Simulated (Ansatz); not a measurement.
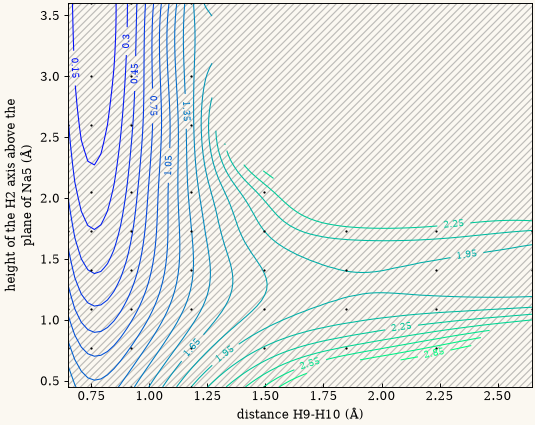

Energy landscape of H₂ on a Na(110) slab cut from the Im-3m phase, its upper half relaxed before the scan (8 atoms of substrate and one adsorbate in a 2 × 2 cell). H2 lies flat over one site of a rigid substrate while its bond length and height are varied; it sits over a hollow site, heights counted from the top plane, its axis along the first surface vector. First axis: distance H9-H10. Second axis: height of the H2 axis above the plane of Na5. The scan uses an 8 × 9 grid. At 19 points there is no value (left out: too close to the surface, or the stretched molecule far from it). Points are written as (first, second). Energies are in eV, from the lowest grid point. Theory: DFT PBE, scalar-relativistic, plane waves, PAW in Ansatz. Settings: cutoff 420 eV, k-mesh 4×4×1, gaussian smearing 0.1 eV, no spin polarisation.

The picture shows contour lines labelled in eV (none above 2.85), dots at the grid points, hatched blanks where no value was computed. Between grid points the surface is interpolated. 

Question: Summarise what can be read from the map.

Answer: The lowest grid point is at (0.750 Å, 3.60 Å). It lies at the edge of the scanned range, so the true minimum may lie outside. The highest grid point, (2.235 Å, 0.77 Å), lies 2.74 eV above the lowest. On the interpolated surface the lowest path from the intact molecule far from the surface, (0.750 Å, 3.60 Å), to the stretched end of the scan, (2.650 Å, 1.41 Å), has its top at about (1.92 Å, 1.30 Å), about 1.9 eV above the start and 0.096 eV above the end.

Each point was launched as `ansatz run input.yaml --threads 1 --pin off --max-ram 3072MiB --backend cpu --events-out ev --progress --plain --runs-dir out`. Time for the 53 points that were run: 21 min on 1 thread of AMD EPYC 7R43 64-Core Processor (Zen 3) (shared host).
